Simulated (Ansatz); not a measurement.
Input of the run:

```
crystal:
  lattice:
    - [7.7015734665, 0.0, 0.0]
    - [-3.8507867332, 6.6697582711, 0.0]
    - [0.0, 0.0, 25.0743469535]
  atoms:
    - { symbol: P, position: [0.5, 0.0, 0.3190511807] }
    - { symbol: P, position: [0.5, 0.5, 0.3190511807] }
    - { symbol: P, position: [0.0, 0.0, 0.3190511807] }
    - { symbol: P, position: [0.0, 0.5, 0.3190511807] }
    - { symbol: Ga, position: [0.1666666667, 0.8333333333, 0.3503994966] }
    - { symbol: Ga, position: [0.1666666667, 0.3333333333, 0.3503994966] }
    - { symbol: Ga, position: [0.6666666667, 0.8333333333, 0.3503994966] }
    - { symbol: Ga, position: [0.6666666667, 0.3333333333, 0.3503994966] }
    - { symbol: P, position: [0.6666666667, 0.8333333333, 0.4444444444] }
    - { symbol: P, position: [0.6666666667, 0.3333333333, 0.4444444444] }
    - { symbol: P, position: [0.1666666667, 0.8333333333, 0.4444444444] }
    - { symbol: P, position: [0.1666666667, 0.3333333333, 0.4444444444] }
    - { symbol: Ga, position: [0.3340698041, 0.6662728454, 0.4750099081] }
    - { symbol: Ga, position: [0.3341467488, 0.1673051638, 0.4737803036] }
    - { symbol: Ga, position: [0.8316260533, 0.6661702321, 0.4760160754] }
    - { symbol: Ga, position: [0.8331806778, 0.1666624341, 0.4735089041] }
    - { symbol: P, position: [0.8067182303, 0.6574580666, 0.5749998237] }
    - { symbol: P, position: [0.8344754062, 0.1678964256, 0.5729163635] }
    - { symbol: P, position: [0.3449680769, 0.6523785402, 0.5735306959] }
    - { symbol: P, position: [0.3491268462, 0.1930359707, 0.5700655324] }
    - { symbol: Ga, position: [0.4955874718, 0.4924911708, 0.6347546534] }
    - { symbol: Ga, position: [0.4858209247, -0.0073458955, 0.5830215821] }
    - { symbol: Ga, position: [0.0053107531, 0.516586129, 0.5841343135] }
    - { symbol: Ga, position: [0.0127079744, -0.0027521423, 0.5902068196] }
basis:
  ecutwfc: 420
kpoints:
  mp_grid: { grid: [3, 3, 1] }
hamiltonian:
  xc: pbe
  dispersion: d3bj
scf:
  occupations: { method: gaussian, width: 0.05 }
output:
  forces: true
  eigenvalues: true
  write_density: true
  volumetric_format: npy
efield:
  axis: 3
  dipole_correction: true
  ramp_width: 0.04
```

Run as:
```bash
ansatz run input.yaml --threads 4 --pin off --max-ram 10240MiB --backend cpu --events-out ev --progress --plain --runs-dir out
```

What does the potential across the slab give for the work function?

The work function is 3.95 eV at the right face and 6.17 eV at the left. The vacuum level is 2.22 eV higher at the left than at the right, so the slab carries a dipole along its normal; the ramp in the vacuum, at or near the edge of the plot, is the dipole correction that keeps each side flat. The outermost atoms are 7.9 Å apart, which leaves 17.2 Å of vacuum in a cell 25.1 Å high.

The atoms aren't at rest in this cell (largest force 0.7 eV/Å), so the relaxed material can differ.

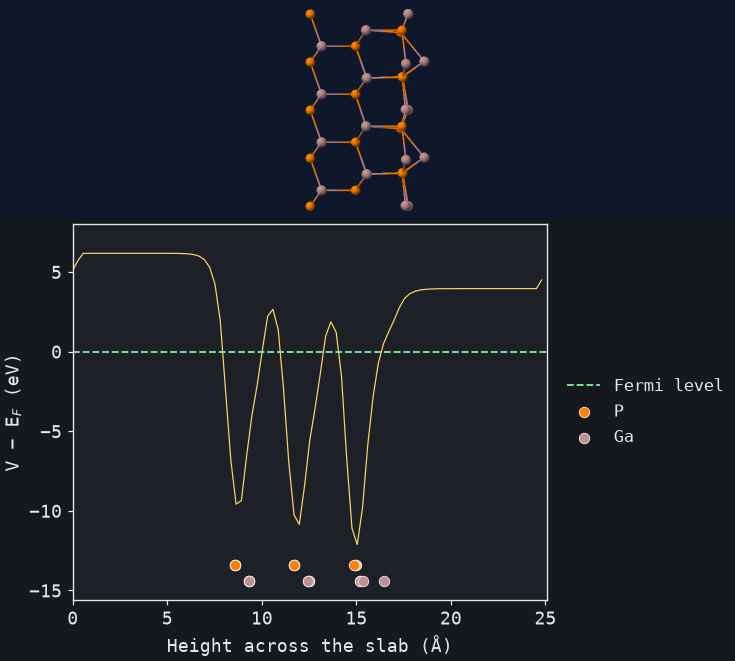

Plane-averaged electrostatic potential energy of an electron across the slab; circles at the bottom mark the heights of the atoms. The structure is drawn too.
